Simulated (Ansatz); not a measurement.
**Al3GaAs4: density, localisation and related maps**

```
CELL_PARAMETERS angstrom
4.05748 0.00000 0.00000
0.00000 4.05748 0.00000
0.00000 0.00000 11.44337
ATOMIC_POSITIONS crystal
Al 0.00000 0.00000 0.75026
As 0.00000 0.50000 0.87511
Al 0.50000 0.50000 0.00000
As 0.50000 0.00000 0.12489
Al 0.00000 0.00000 0.24974
As 0.00000 0.50000 0.37409
Ga 0.50000 0.50000 0.50000
As 0.50000 0.00000 0.62591
```

Space group P-4m2; started from the ordered alloy on zincblende lattice prototype, which need not be the ambient phase.

Computed with DFT, PBE, plane waves, PAW in Ansatz 0.2.0.

The density is the valence pseudo-density of a PAW calculation; it isn't the true density close to the nuclei.

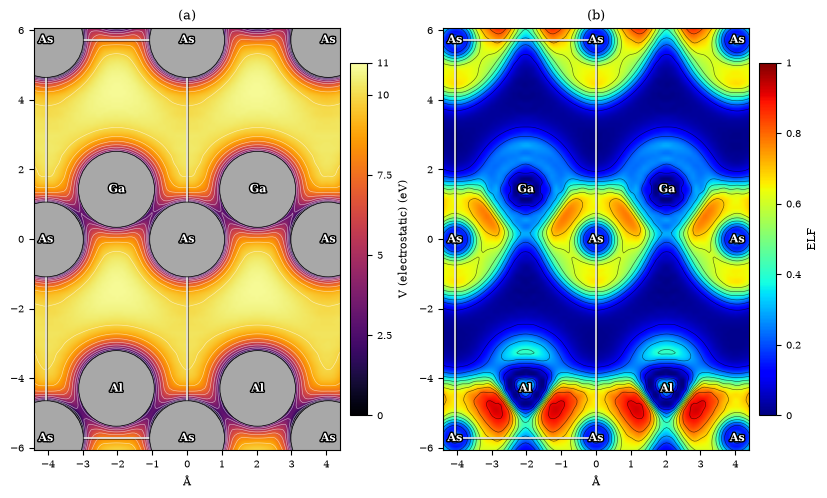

Figure 1. (a) electrostatic potential energy of an electron; (b) ELF on the (010) plane of the conventional cell. Grey discs cover the atomic cores in the potential map.

### What does the map show?

Atoms in the plane: As, Al and Ga.
Al–As (2.48 Å): the ELF peaks at about 0.95 between the atoms (a covalent bond).
Ga–As (2.49 Å): the ELF peaks at about 0.80 between the atoms (localised, covalent bonding).
Outside the cores the potential energy rises away from the atoms and is highest about 2.5 Å from the nearest atoms; its zero is arbitrary.

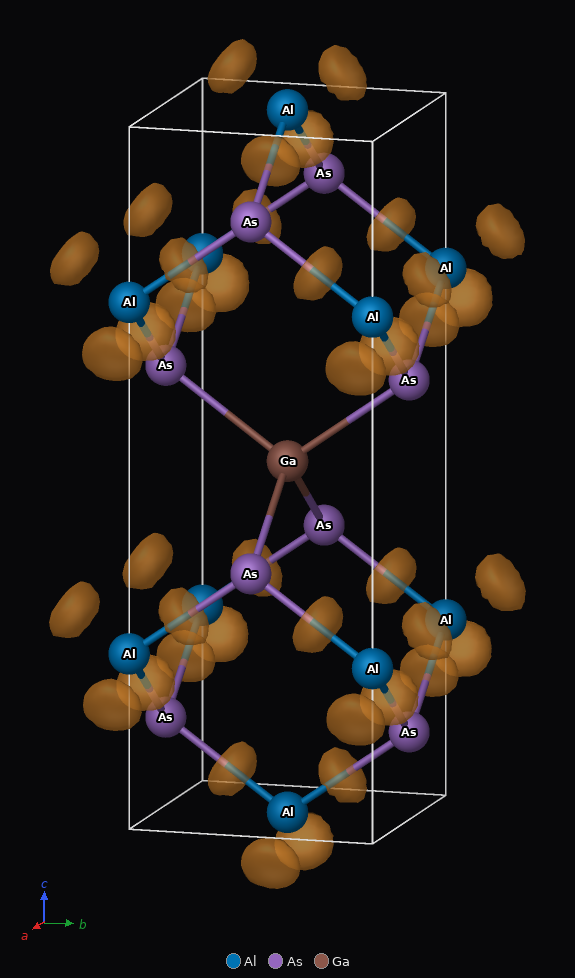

Figure 2. Isosurface of the electron localisation function at 0.85 (orange), seen slightly off an axis. Only the valence region is drawn (cores and ρ < 0.01 e/Å³ removed). Sticks mark near contacts.

### Identify the bonds, lone pairs and shells in this picture.

At this value the surface marks out twelve regions between bonded Al–As atoms (shared pairs), counted in one cell of 8 atoms. Any copies at cell faces, edges or corners count once.

### Does the calculation give a band gap?

It is gapped, with a Kohn–Sham gap of 1.3 eV on the k-point mesh (the band edges may lie off the mesh, which would make the gap smaller).
